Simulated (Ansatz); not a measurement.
# Sn (interface cell): what the fields show

Input file:

```
crystal:
  lattice:
    - [4.6247202951, 0.0, 0.0]
    - [-2.3123601476, 4.005125261, 0.0]
    - [0.0, 0.0, 45.3128197046]
  atoms:
    - { symbol: Sn, position: [0.3333333333, 0.6666666667, 0.1353333333] }
    - { symbol: Sn, position: [0.6666666667, 0.3333333333, 0.0311666667] }
    - { symbol: Sn, position: [0.0, 0.0, 0.1145] }
    - { symbol: Sn, position: [0.0, 0.0, 0.052] }
    - { symbol: Sn, position: [0.6666666667, 0.3333333333, 0.2186666667] }
    - { symbol: Sn, position: [0.3333333333, 0.6666666667, 0.1978333333] }
    - { symbol: Sn, position: [0.3333333333, 0.6666666667, 0.3853333333] }
    - { symbol: Sn, position: [0.6666666667, 0.3333333333, 0.2811666667] }
    - { symbol: Sn, position: [0.0, 0.0, 0.3645] }
    - { symbol: Sn, position: [0.0, 0.0, 0.302] }
    - { symbol: Sn, position: [0.6666666667, 0.3333333333, 0.4686666667] }
    - { symbol: Sn, position: [0.3333333333, 0.6666666667, 0.4478333333] }
    - { symbol: Sn, position: [0.3333333333, 0.6666666667, 0.8646666667] }
    - { symbol: Sn, position: [0.6666666667, 0.3333333333, 0.9688333333] }
    - { symbol: Sn, position: [0.0, 0.0, 0.8855] }
    - { symbol: Sn, position: [0.0, 0.0, 0.948] }
    - { symbol: Sn, position: [0.6666666667, 0.3333333333, 0.7813333333] }
    - { symbol: Sn, position: [0.3333333333, 0.6666666667, 0.8021666667] }
    - { symbol: Sn, position: [0.3333333333, 0.6666666667, 0.6146666667] }
    - { symbol: Sn, position: [0.6666666667, 0.3333333333, 0.7188333333] }
    - { symbol: Sn, position: [0.0, 0.0, 0.6355] }
    - { symbol: Sn, position: [0.0, 0.0, 0.698] }
    - { symbol: Sn, position: [0.6666666667, 0.3333333333, 0.5313333333] }
    - { symbol: Sn, position: [0.3333333333, 0.6666666667, 0.5521666667] }
basis:
  ecutwfc: 420
kpoints:
  mp_grid: { grid: [12, 12, 1] }
hamiltonian:
  xc: pbesol
scf:
  occupations: { method: gaussian, width: 0.1 }
output:
  forces: true
  stress: true
  eigenvalues: true
  populations: true
  write_density: true
  write_potential: true
  elf: true
  volumetric_format: npy
relax:
  adjacent_minimum: "off"
  f_tol: 0.02
  max_steps: 60
  cell: { fix: [a, b, alpha, beta, gamma], stress_tol: 0.1 }
```

Command:

```sh
ansatz run input.yaml --threads 2 --pin off --max-ram 5120MiB --backend cpu --events-out ev --progress --plain --runs-dir out
```

The fields are those of the run's last geometry, not of the input's.

Theory: Ansatz, DFT PBEsol, scalar-relativistic, plane waves, PAW.

The density is the valence pseudo-density of a PAW calculation; it isn't the true density close to the nuclei.

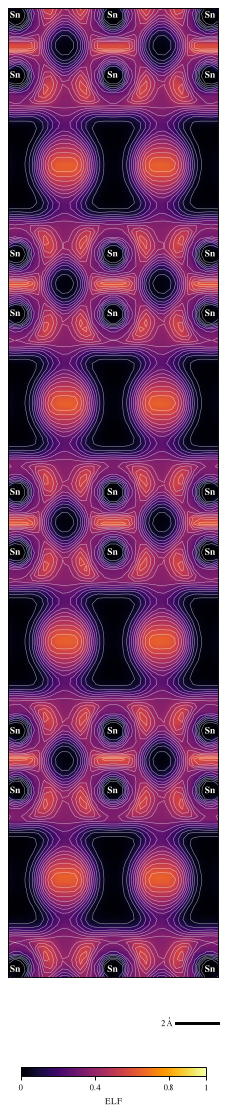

Figure 1. Electron localisation function on the (100) plane of the calculation cell.

### Describe what can be read from this map.

- Atoms in the plane: Sn.
- Sn–Sn (2.85 Å): the ELF peaks at about 0.65 between the atoms.

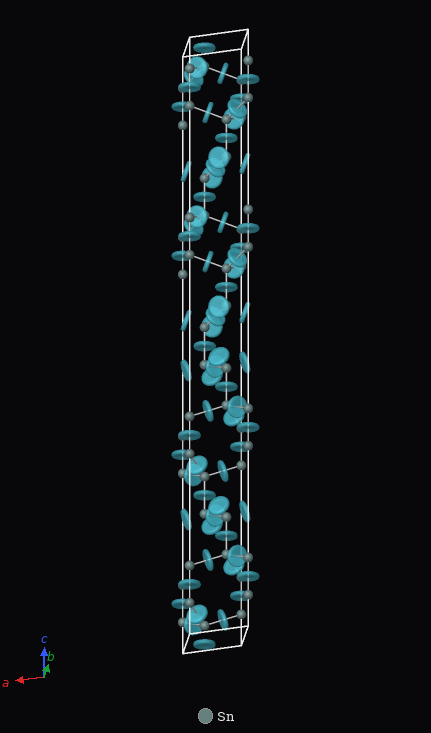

Figure 2. Isosurface of the ELF at 0.55 (cyan), seen at an oblique angle. Core shells and regions of very low density are left out. Sticks mark near contacts.

### What do the ELF domains correspond to?

At this value the surface marks out 48 regions between bonded Sn–Sn atoms, counted in one cell of 24 atoms. Any copies at cell faces, edges or corners count once. Along the contacts the grid gives the following. Sn–Sn (2.83 Å): the ELF peaks at about 0.65 between the atoms.

### Metal or insulator at this level of theory?

It is gapless in this calculation (a metal or semimetal).
